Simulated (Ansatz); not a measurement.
# Zn$_{5}$O$_{3}$: what the fields show

Input

```
crystal:
  lattice:
    - [-1.5411215293, 1.5411215293, 9.9615193677]
    - [1.5411215293, -1.5411215293, 9.9615193677]
    - [1.5411215293, 1.5411215293, -9.9615193677]
  atoms:
    - { symbol: Zn, position: [0.2180969463, 0.2180969463, 0.0] }
    - { symbol: Zn, position: [0.7819030537, 0.7819030537, 0.0] }
    - { symbol: Zn, position: [0.0, 0.0, 0.0] }
    - { symbol: Zn, position: [0.3910399875, 0.3910399875, 0.0] }
    - { symbol: Zn, position: [0.6089600125, 0.6089600125, 0.0] }
    - { symbol: O, position: [0.1088554368, 0.1088554368, 0.0] }
    - { symbol: O, position: [0.8911445632, 0.8911445632, 0.0] }
    - { symbol: O, position: [0.5, 0.5, 0.0] }
basis:
  ecutwfc: 420
kpoints:
  mp_grid: { grid: [14, 14, 14] }
  band_path:
    path:
      - [[0.0, 0.0, 0.0], [0.0, 0.0, 0.5], [0.25, 0.25, 0.25], [0.0, 0.5, 0.0], [0.0, 0.0, 0.0], [0.5, 0.5, -0.5], [0.2559836, 0.7440164, -0.2559836]]
      - [[-0.2559836, 0.2559836, 0.2559836], [0.0, 0.0, 0.0]]
      - [[0.0, 0.0, 0.5], [-0.0119672, 0.0119672, 0.5]]
      - [[0.5, 0.5, -0.0119672], [0.5, 0.5, -0.5]]
    npoints: 14
hamiltonian:
  xc: pbe
scf:
  occupations: { method: gaussian, width: 0.1 }
  n_extra_bands: 20
output:
  forces: true
  stress: true
  eigenvalues: true
  populations: true
  dos: { projected: true, de: 0.02, nscf_kmesh: { grid: [17, 17, 17] } }
  bader: true
  write_density: true
  write_potential: true
  elf: true
  volumetric_format: npy
```

Command:

```sh
ansatz run input.yaml --threads 1 --pin off --max-ram 2560MiB --backend cpu --events-out ev --progress --plain --runs-dir out
```

Below, planes, directions and counts refer to the conventional cell (a = 3.08 Å, b = 3.08 Å, c = 19.92 Å, α = 90.00°, β = 90.00°, γ = 90.00°).

Space group I4/mmm; a generated structure, not necessarily the stable one.

Computed with DFT PBE, scalar-relativistic, plane waves, PAW (Ansatz 0.2.0).

Core electrons are frozen (PAW), and the valence fields are smoothed inside the atomic spheres.

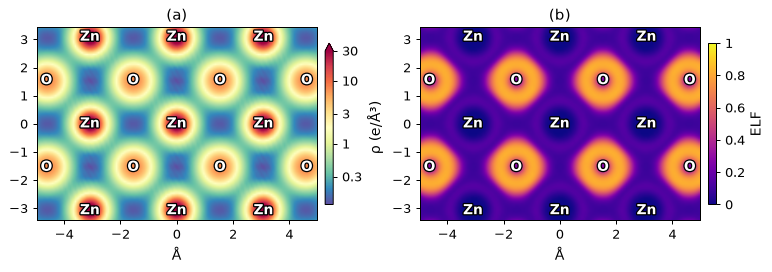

Figure 1. (a) valence pseudo-density; (b) ELF on the (001) plane of the conventional cell.

**Describe what can be read from this map.**

- The section cuts through Zn and O sites.
- Zn–O (2.18 Å): the density is about 0.37 e/Å³ at the midpoint; the ELF peaks at about 0.80 in the valence shell of O, 0.6 Å from its nucleus, and is about 0.15 at the midpoint: no localised pair shows between them.
- Between the atoms the lowest density in this plane is 0.11 e/Å³.

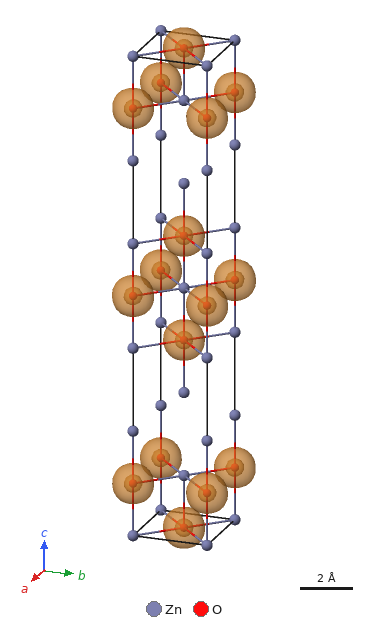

Figure 2. Isosurface of the electron localisation function at 0.7 (orange), seen at an oblique angle. Core shells and regions of very low density are left out. Sticks mark near contacts.

**Where are the electrons localised?**

The ELF exceeds this value in six regions wrapped around O (the valence shell of each), counted in one cell of 16 atoms. Regions shared between cells count once. Along the contacts the grid gives the following. Zn–O (2.17 Å): the ELF peaks at about 0.80 in the valence shell of O, 0.6 Å from its nucleus, and is about 0.15 at the midpoint: no localised pair shows between them.

**Metal or insulator at this level of theory?**

It is metallic or semimetallic at this level of theory: no gap opens.

**What Bader charges does the calculation give?**

Electrons move from Zn towards O. Bader charges: Zn +0.15 to +1.24 and O −1.26 e.
